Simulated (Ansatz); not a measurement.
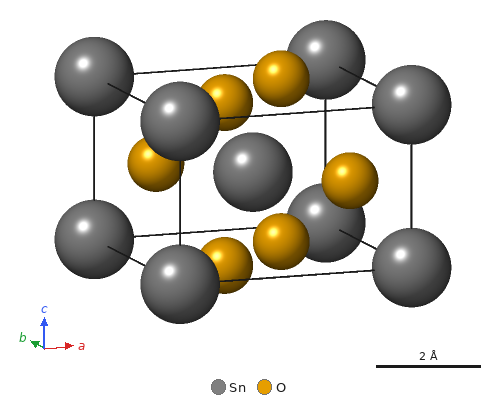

View slightly off an axis, drawn as a spheres-only model. Atoms at the boundary of the simulation cell (the box) are drawn once for each face, edge or corner they touch.

```xyz
6
Lattice="4.7602 0.0000 0.0000 0.0000 4.7602 0.0000 0.0000 0.0000 3.2008" Properties=species:S:1:pos:R:3 pbc="T T T"
Sn    0.0000    0.0000    0.0000
Sn    2.3801    2.3801    1.6004
O     1.4562    1.4562    0.0000
O     3.8363    0.9239    1.6004
O     0.9239    3.8363    1.6004
O     3.3040    3.3040    0.0000
```

Method: DFT r2SCAN, scalar-relativistic, plane waves, PAW (Ansatz 0.2.0); a kinetic-energy cutoff of 500 eV, the zone sampled with 6×6×10 points, Gaussian smearing of 0.05 eV, no spin polarisation.

List the Bader charges.

Sn +2.62 e; O -1.31 e. The transfer is large, as in an ionic solid.

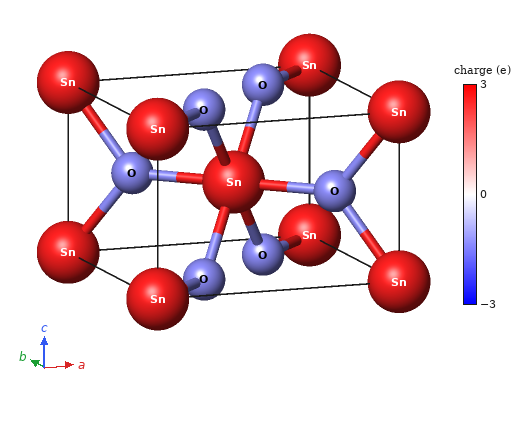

The atoms coloured by those charges.

The initial geometry was a structure type known for this compound. Earlier steps of the study, as a rule a relaxation of our own, may have changed the cell and positions, so they can lie some per cent off the listed ones. It went into a calculation with Ansatz.
